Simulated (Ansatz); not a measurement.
System: AgCl, space group P6_3/mmc (No. 194) (cell built by us, not taken from a database).

Structure:
```xyz
4
Lattice="4.5197 0.0000 0.0000 -2.2599 3.9142 0.0000 0.0000 0.0000 5.7225" Properties=species:S:1:pos:R:3 pbc="T T T"
Ag    0.0000    2.6095   -0.3561
Ag    2.2599    1.3047    2.5052
Cl    0.0000    2.6095    2.5020
Cl    2.2599    1.3047    5.3632
```

How it was computed, with Ansatz 0.2.0: Born effective charges by linear response at the zone centre, in units of the proton charge, Cartesian axes of the given cell; DFT, PBE, plane waves, PAW. Level: PBE, no spin polarisation.

| setting | value |
| --- | --- |
| periodic directions | 3 |
| potentials | PAW |
| wave cutoff | 420 eV |
| k mesh | 6×6×4 |

Describe the result: the mean Born effective charge of each atom. The cases: Ag 1; Ag 2; Cl 1; Cl 2.

All are equal in size, 1.32 e, and the charges add up to 0.00 e. The diagonal components of each atom differ by at most 0.08 e.

| atom | mean Born effective charge (e) | Born charge xx (e) | Born charge zz (e) |
| --- | --- | --- | --- |
| Ag 1 | 1.32 | 1.289 | 1.368 |
| Ag 2 | 1.32 | 1.289 | 1.368 |
| Cl 1 | −1.32 | −1.289 | −1.368 |
| Cl 2 | −1.32 | −1.289 | −1.368 |

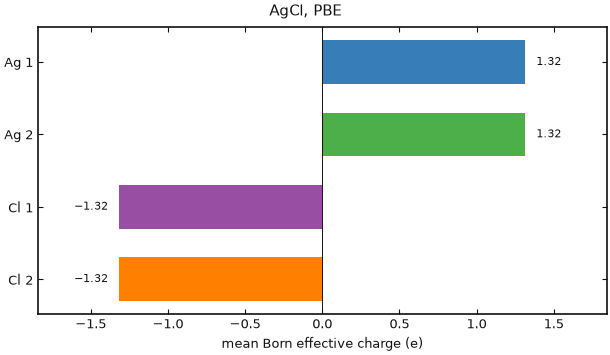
